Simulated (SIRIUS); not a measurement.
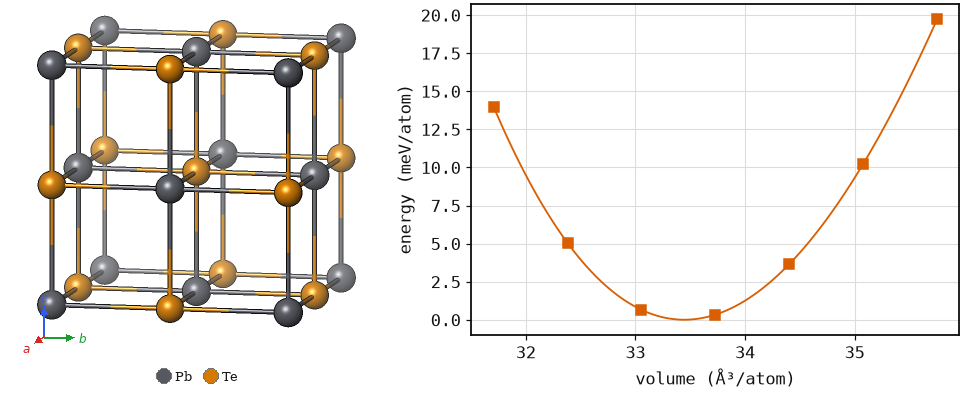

The picture above shows the energy against volume for TePb, space group Fm-3m (No. 225). The conventional cell is drawn beside the plot.

Structure:
```
CELL_PARAMETERS angstrom
0.00000 3.23100 3.23100
3.23100 0.00000 3.23100
3.23100 3.23100 0.00000
ATOMIC_POSITIONS crystal
Pb 0.00000 0.00000 0.00000
Te 0.50000 0.50000 0.50000
```

Computed with SIRIUS 7.12.0: plane-wave DFT, no spin polarisation; energies at scaled volumes of the given cell, shape and fractions fixed, counted from the fit's minimum, third-order Birch-Murnaghan fit. Level: PBEsol.

k mesh 7×7×7; occupations Fermi–Dirac; smearing width 0.05 eV; potentials dojo sr pbesol 0.4.1 standard; wave cutoff 1102 eV; density cutoff 4408 eV.

From this curve and the settings, what does the calculation give for the pressure at the same points?

The pressure falls from 2.69 GPa at volume 31.71 Å³/atom to −2.59 GPa at 35.75 Å³/atom, and changes sign near 33.44 Å³/atom.

```json
{"volume (Å³/atom)": "31.71", "pressure (GPa)": "2.69"}
{"volume (Å³/atom)": "32.38", "pressure (GPa)": "1.55"}
{"volume (Å³/atom)": "33.05", "pressure (GPa)": "0.53"}
{"volume (Å³/atom)": "33.73", "pressure (GPa)": "-0.39"}
{"volume (Å³/atom)": "34.40", "pressure (GPa)": "-1.21"}
{"volume (Å³/atom)": "35.08", "pressure (GPa)": "-1.94"}
{"volume (Å³/atom)": "35.75", "pressure (GPa)": "-2.59"}
```

Limits of the calculation: spin-orbit coupling left out, heavy elements.
